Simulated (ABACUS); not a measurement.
**Pt: geometry relaxation (part 1 of 2)**

The run: geometry relaxation of Pt (Fm-3m, 1 atom in the cell). Method and program: Kohn-Sham DFT of a periodic cell, WC, Ansatz NC PBE, no spin polarisation (ABACUS 3.10.1).

The structure derives from an entry of the Crystallography Open Database.

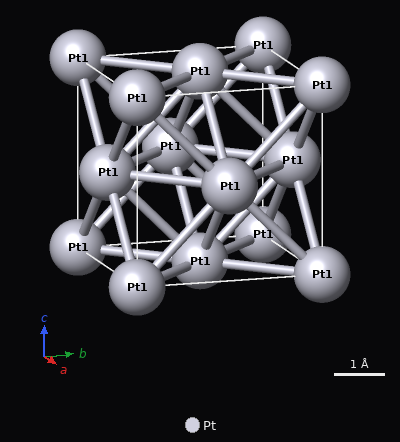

Fig. 1: The input geometry (ball-and-stick view of the cell 4 times as large as that of the calculation, set on its symmetry axes, seen slightly off an axis; atoms are numbered from 1 in the order of the input). Near neighbours in the crystal (not all of them lie inside the picture): Pt has 12 Pt at 2.77 Å.

## Input
```python
"""Relaxation by an ASE optimiser with ABACUS as a small file-based calculator."""
import re
import subprocess
import numpy as np
from ase.calculators.calculator import Calculator, all_changes
from ase.filters import FrechetCellFilter
from ase.io import read
from ase.optimize import FIRE
from ase.stress import full_3x3_to_voigt_6_stress
from ase.units import Bohr, GPa

atoms = read("POSCAR")
atoms = atoms[(-atoms.numbers).argsort(kind="stable")]  # ABACUS lists atoms element by element
pseudo = {'Pt': 'Pt.upf'}
orbital = {}
magmoms = None
kmesh = [10, 10, 10]
params = {
    'suffix': 'Pt',
    'calculation': 'scf',
    'basis_type': 'pw',
    'pseudo_dir': './',
    'symmetry': 1,
    'dft_functional': 'wc',
    'ecutwfc': 84,
    'pseudo_rcut': 7,
    'nspin': 1,
    'nbands': 13,
    'ks_solver': 'dav',
    'smearing_method': 'fd',
    'smearing_sigma': 0.00367493,
    'scf_thr': 1e-08,
    'scf_nmax': 100,
    'mixing_type': 'broyden',
    'mixing_beta': 0.7,
    'cal_force': 1,
    'cal_stress': 1,
    'kpar': 4,
}


def write_input(atoms):
    symbols = atoms.get_chemical_symbols()
    elements = list(dict.fromkeys(symbols))
    lines = ["ATOMIC_SPECIES"] + [f"{e} {atoms.get_masses()[symbols.index(e)]:.4f} {pseudo[e]}" for e in elements]
    if orbital:
        lines += ["", "NUMERICAL_ORBITAL"] + [orbital[e] for e in elements]
    lines += ["", "LATTICE_CONSTANT", f"{1 / Bohr:.10f}", "", "LATTICE_VECTORS"]
    lines += [" ".join(f"{x:.10f}" for x in v) for v in atoms.cell]
    lines += ["", "ATOMIC_POSITIONS", "Direct"]
    for e in elements:
        lines += ["", e, "0.0", str(symbols.count(e))]
        for i, p in enumerate(atoms.get_scaled_positions(wrap=False)):
            if symbols[i] == e:
                mag = "" if magmoms is None else " mag " + " ".join(str(x) for x in (magmoms[i] if isinstance(magmoms[i], list) else [magmoms[i]]))
                lines.append(" ".join(f"{x:.10f}" for x in p) + " 1 1 1" + mag)
    open("STRU", "w").write("\n".join(lines) + "\n")
    open("KPT", "w").write("K_POINTS\n0\nGamma\n%d %d %d 0 0 0\n" % tuple(kmesh))
    open("INPUT", "w").write("INPUT_PARAMETERS\n" + "".join(f"{k:<20s}{v}\n" for k, v in params.items()))


class Abacus(Calculator):
    implemented_properties = ["energy", "free_energy", "forces", "stress"]

    def calculate(self, atoms=None, properties=("energy",), system_changes=all_changes):
        super().calculate(atoms, properties, system_changes)
        write_input(self.atoms)
        subprocess.run(['mpirun', '-np', '4', 'abacus'], check=True)
        log = open("OUT.Pt/running_scf.log").read()
        if "charge density convergence is achieved" not in log:
            raise RuntimeError("SCF not converged")
        rows = lambda title, n: np.array([l.split()[-3:] for l in log.split(title)[-1].split("\n")[2:2 + n]], float)
        energy = float(re.findall(r"FINAL_ETOT_IS (\S+)", log)[-1])
        stress = -rows("TOTAL-STRESS", 3) / 10 * GPa  # ABACUS prints kbar, compression positive
        self.results = dict(energy=energy, free_energy=energy, forces=rows("TOTAL-FORCE", len(self.atoms)), stress=full_3x3_to_voigt_6_stress(stress))


atoms.calc = Abacus()
opt = FIRE(FrechetCellFilter(atoms), logfile="opt.log", trajectory="relax.traj")
print("optimiser converged:", opt.run(fmax=0.02, steps=60))
```

## File POSCAR
```
Pt
1.0
    0.0000000000      1.9609000000      1.9609000000
    1.9609000000      0.0000000000      1.9609000000
    1.9609000000      1.9609000000      0.0000000000
Pt
1
Direct
    0.0000000000      0.0000000000      0.0000000000
```

## File INPUT
```
INPUT_PARAMETERS
suffix              Pt
calculation         scf
basis_type          pw
pseudo_dir          ./
symmetry            1
dft_functional      wc
ecutwfc             84
pseudo_rcut         7
nspin               1
nbands              13
ks_solver           dav
smearing_method     fd
smearing_sigma      0.00367493
scf_thr             1e-08
scf_nmax            100
mixing_type         broyden
mixing_beta         0.7
cal_force           1
cal_stress          1
kpar                4
```

## File STRU
```
ATOMIC_SPECIES
Pt 195.0840 Pt.upf

LATTICE_CONSTANT
1.8897261258

LATTICE_VECTORS
0.0000000000 1.9662216487 1.9662216487
1.9662216487 0.0000000000 1.9662216487
1.9662216487 1.9662216487 0.0000000000

ATOMIC_POSITIONS
Direct

Pt
0.0
1
0.0000000000 0.0000000000 -0.0000000000 1 1 1
```

## File KPT
```
K_POINTS
0
Gamma
10 10 10 0 0 0
```

Run as:
```bash
OMP_NUM_THREADS=1 python run_abacus.py > log
```

## Output
```
ABACUS v3.10.1

               Atomic-orbital Based Ab-initio Computation at UStc

 ------------------------------------------------------------------------------------

 READING GENERAL INFORMATION
                           global_out_dir = OUT.Pt/
                           global_in_card = INPUT
                               pseudo_dir = ./
                              orbital_dir =
                                    DSIZE = 4
                                    GSIZE = 1

 READING UNITCELL INFORMATION
                                    ntype = 1
                  lattice constant (Bohr) = 1.88973
              lattice constant (Angstrom) = 1

 READING ATOM TYPE 1
                               atom label = Pt
                      L=0, number of zeta = 1
                      L=1, number of zeta = 1
                      L=2, number of zeta = 1
             number of atom for this type = 1

                        TOTAL ATOM NUMBER = 1
DIRECT COORDINATES
    atom                   x                   y                   z     mag                  vx                  vy                  vz
taud_Pt1            0.0000000000        0.0000000000        0.0000000000  0.0000        0.0000000000        0.0000000000        0.0000000000

                          Volume (Bohr^3) = 102.594
                             Volume (A^3) = 15.2029

 Lattice vectors: (Cartesian coordinate: in unit of a_0)
                   +0            +1.96622            +1.96622
             +1.96622                  +0            +1.96622
             +1.96622            +1.96622                  +0
 Reciprocal vectors: (Cartesian coordinate: in unit of 2 pi/a_0)
            -0.254295           +0.254295           +0.254295
            +0.254295           -0.254295           +0.254295
            +0.254295           +0.254295           -0.254295
 The esolver type has been set to : ksdft_pw

                PAO radial cut off (Bohr) = 7

 Read in pseudopotential file is Pt.upf
                     pseudopotential type = NC
          exchange-correlation functional = PBE
                 nonlocal core correction = 1
                        valence electrons = 18
                                     lmax = 3
                           number of zeta = 4
                     number of projectors = 8
                           L of projector = 0
                           L of projector = 0
                           L of projector = 1
                           L of projector = 1
                           L of projector = 2
                           L of projector = 2
                           L of projector = 3
                           L of projector = 3
 XC functional updated to : wc
          exchange-correlation functional = WC
     initial pseudo atomic orbital number = 10

 SETUP THE ELECTRONS NUMBER
            electron number of element Pt = 18
      total electron number of element Pt = 18
            AUTOSET number of electrons:  = 18
                           occupied bands = 9
                                   NBANDS = 13
                                   NLOCAL = 9

%%%%%%%%%%%%%%%%%%%%%%%%%%%%%%%%%%%%%%%%%%%%%%%%%%%%%%%%%%%%%%%%%%%%%%%%%%%%%%%%%%%%%%%%%%%%%%%%%%%%%%%%%%
 Warning: the number of valence electrons in pseudopotential > 10 for Pt: [Xe] 4f14 5d9 6s1
 Pseudopotentials with additional electrons can yield (more) accurate outcomes, but may be less efficient.
 If you're confident that your chosen pseudopotential is appropriate, you can safely ignore this warning.
%%%%%%%%%%%%%%%%%%%%%%%%%%%%%%%%%%%%%%%%%%%%%%%%%%%%%%%%%%%%%%%%%%%%%%%%%%%%%%%%%%%%%%%%%%%%%%%%%%%%%%%%%%

 SETUP THE PLANE WAVE BASIS
 energy cutoff for charge/potential (unit:Ry) = 336
            fft grid for charge/potential = [ 32, 32, 32 ]
                        fft grid division = [ 1, 1, 1 ]
        big fft grid for charge/potential = [ 32, 32, 32 ]
                                     nbxx = 32768
                                     nrxx = 32768

 SETUP PLANE WAVES FOR CHARGE/POTENTIAL
                    number of plane waves = 10777
                         number of sticks = 649

 PARALLEL PW FOR CHARGE/POTENTIAL
     PROC   COLUMNS(POT)             PW
        1            649          10777
 --------------- sum -------------------
        1            649          10777
                            number of |g| = 159
                                  max |g| = 30.2636
                                  min |g| = 0

----------- Double Check Mixing Parameters Begin ------------
mixing_type: broyden
mixing_beta: 0.7
mixing_gg0: 1
mixing_gg0_min: 0.1
mixing_ndim: 8
----------- Double Check Mixing Parameters End ------------

 LATTICE VECTORS: (CARTESIAN COORDINATE: IN UNIT OF A0)
                   +0            +1.96622            +1.96622
             +1.96622                  +0            +1.96622
             +1.96622            +1.96622                  +0
                       right hand lattice = 1
                                   NORM_A = 2.78066
                                   NORM_B = 2.78066
                                   NORM_C = 2.78066
                           ALPHA (DEGREE) = 60
                           BETA  (DEGREE) = 60
                           GAMMA (DEGREE) = 60

 The lattice vectors have been changed (STRU_SIMPLE.cif)

(for optimal symmetric configuration:)
                             BRAVAIS TYPE = 3
                     BRAVAIS LATTICE NAME = 03. Cubic F (face-centered)
                                    ibrav = 3
                                    IBRAV = 3
                                  BRAVAIS = FACE CENTERED CUBIC
                       LATTICE CONSTANT A = 3.93244
Original cell was already a primitive cell.
                        ROTATION MATRICES = 48
              PURE POINT GROUP OPERATIONS = 48
                   SPACE GROUP OPERATIONS = 48
                              POINT GROUP = O_h
               POINT GROUP IN SPACE GROUP = O_h

 SETUP K-POINTS
                                    nspin = 1
                   Input type of k points = Monkhorst-Pack(Gamma)
                                   nkstot = 1000
                       right hand lattice = 1
(for reciprocal lattice: )
                             BRAVAIS TYPE = 2
                     BRAVAIS LATTICE NAME = 02. Cubic I (body-centered)
                                    ibrav = 2
                       right hand lattice = 1
(for k-lattice: )
                             BRAVAIS TYPE = 2
                     BRAVAIS LATTICE NAME = 02. Cubic I (body-centered)
                                    ibrav = 2
                       right hand lattice = 1
                        ROTATION MATRICES = 48
                               nkstot_ibz = 47
K-POINTS REDUCTION ACCORDING TO SYMMETRY
     IBZ    DIRECT_X    DIRECT_Y    DIRECT_Z  WEIGHT  ibz2bz
       1  0.00000000  0.00000000  0.00000000  0.0010       0
       2  0.10000000  0.10000000  0.10000000  0.0080       1
       3  0.20000000  0.20000000  0.20000000  0.0080       2
       4  0.30000000  0.30000000  0.30000000  0.0080       3
       5  0.40000000  0.40000000  0.40000000  0.0080       4
       6  0.50000000  0.50000000  0.50000000  0.0040       5
       7  0.10000000  0.10000000  0.00000000  0.0060      11
       8  0.20000000  0.20000000  0.10000000  0.0240      12
       9  0.30000000  0.30000000  0.20000000  0.0240      13
      10  0.40000000  0.40000000  0.30000000  0.0240      14
      11  0.50000000  0.50000000  0.40000000  0.0240      15
      12  0.50000000  0.40000000  0.40000000  0.0240      16
      13  0.40000000  0.30000000  0.30000000  0.0240      17
      14  0.30000000  0.20000000  0.20000000  0.0240      18
      15  0.10000000  0.10000000  0.20000000  0.0120      19
      16  0.20000000  0.20000000  0.00000000  0.0060      22
      17  0.30000000  0.30000000  0.10000000  0.0240      23
      18  0.40000000  0.40000000  0.20000000  0.0240      24
      19  0.50000000  0.50000000  0.30000000  0.0240      25
      20 -0.40000000  0.40000000  0.40000000  0.0240      26
      21  0.50000000  0.30000000  0.30000000  0.0240      27
      22  0.40000000  0.20000000  0.20000000  0.0120      28
      23  0.30000000  0.30000000  0.00000000  0.0060      33
      24  0.40000000  0.40000000  0.10000000  0.0240      34
      25  0.50000000  0.50000000  0.20000000  0.0240      35
      26 -0.30000000  0.40000000  0.40000000  0.0240      36
      27 -0.40000000  0.30000000  0.30000000  0.0120      37
      28  0.40000000  0.40000000  0.00000000  0.0060      44
      29  0.50000000  0.50000000  0.10000000  0.0240      45
      30 -0.20000000  0.40000000  0.40000000  0.0120      46
[... 17 further k points ...]

                               nkstot now = 47
[... K-POINTS DIRECT COORDINATES: 47 rows ...]

           k-point number in this process = 12
       minimum distributed K point number = 11
[... stars of the k points ...]

[... K-POINTS CARTESIAN COORDINATES: 12 rows ...]

[... K-POINTS DIRECT COORDINATES: 12 rows ...]

 SETUP PLANE WAVES FOR WAVE FUNCTIONS
     energy cutoff for wavefunc (unit:Ry) = 84
              fft grid for wave functions = [ 32, 32, 32 ]
                    number of plane waves = 1687
                         number of sticks = 187

 PARALLEL PW FOR WAVE FUNCTIONS
     PROC   COLUMNS(POT)             PW
        1            187           1687
 --------------- sum -------------------
        1            187           1687

 SETUP NONLOCAL PSEUDOPOTENTIALS IN PLANE WAVE BASIS
 Pt non-local projectors:
 projector 1 L=0
 projector 2 L=0
 projector 3 L=1
 projector 4 L=1
 projector 5 L=2
 projector 6 L=2
 projector 7 L=3
 projector 8 L=3
      TOTAL NUMBER OF NONLOCAL PROJECTORS = 32

 Init Non-Local PseudoPotential table :
 Init Non-Local-Pseudopotential done.

                                     npwx = 1363

 Make real space PAO into reciprocal space.
       max mesh points in Pseudopotential = 701
     dq(describe PAO in reciprocal space) = 0.01
                                    max q = 1104

 number of pseudo atomic orbitals for Pt is 4
WARNING: norm of atomic wavefunction # 3 of atomic type Pt is 0.999881, renormalized
WARNING: norm of atomic wavefunction # 4 of atomic type Pt is 0.997427, renormalized

 -------------------------------------------
 SELF-CONSISTENT
 -------------------------------------------
                                 init_chg = atomic
```
